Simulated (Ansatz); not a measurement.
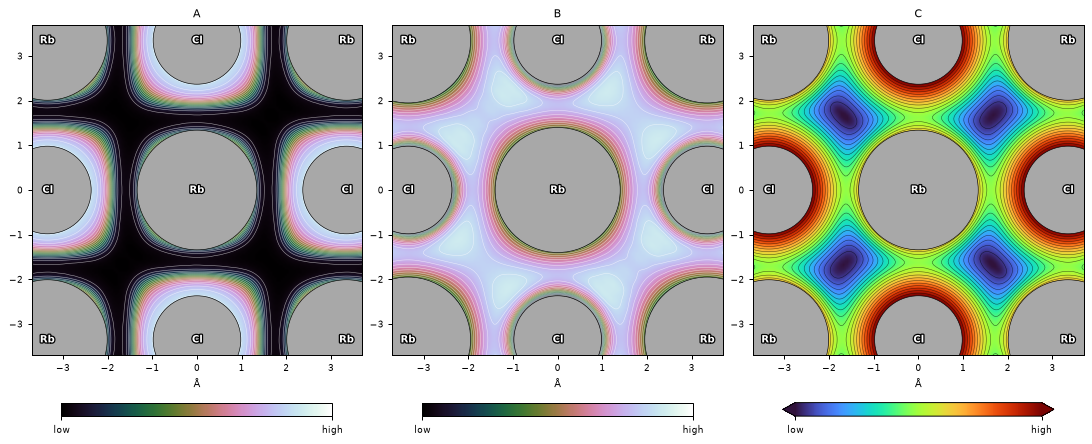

RbCl: 3 fields on the (010) plane of the conventional cell, with unlabelled colour scales. Grey discs cover the atomic cores.

Space group Fm-3m; a structure generated by program, which may or may not match a known phase.

Level of theory: DFT PBE, scalar-relativistic, plane waves, PAW (Ansatz).

```yaml
crystal:
  lattice:
    - [6.69895, 0.00000, 0.00000]
    - [0.00000, 6.69895, 0.00000]
    - [0.00000, 0.00000, 6.69895]
  atoms:
    - { symbol: Rb, position: [0.00000, 0.00000, 0.00000] }
    - { symbol: Rb, position: [0.50000, 0.50000, 0.00000] }
    - { symbol: Rb, position: [0.50000, 0.00000, 0.50000] }
    - { symbol: Rb, position: [0.00000, 0.50000, 0.50000] }
    - { symbol: Cl, position: [0.50000, 0.00000, 0.00000] }
    - { symbol: Cl, position: [0.00000, 0.50000, 0.00000] }
    - { symbol: Cl, position: [0.00000, 0.00000, 0.50000] }
    - { symbol: Cl, position: [0.50000, 0.50000, 0.50000] }
```

### The panels show electron localisation function, electrostatic potential energy of an electron and valence pseudo-density in some order. Assign them.

Panel A: electron localisation function. Panel B: electrostatic potential energy of an electron (low next to the atoms, rising into the space between them). Panel C: valence pseudo-density. From the grid: Rb–Cl (3.35 Å): ρ is about 0.07 e/Å³ halfway; the ELF is about 0.05 at the midpoint (an ionic contact with no shared pair).
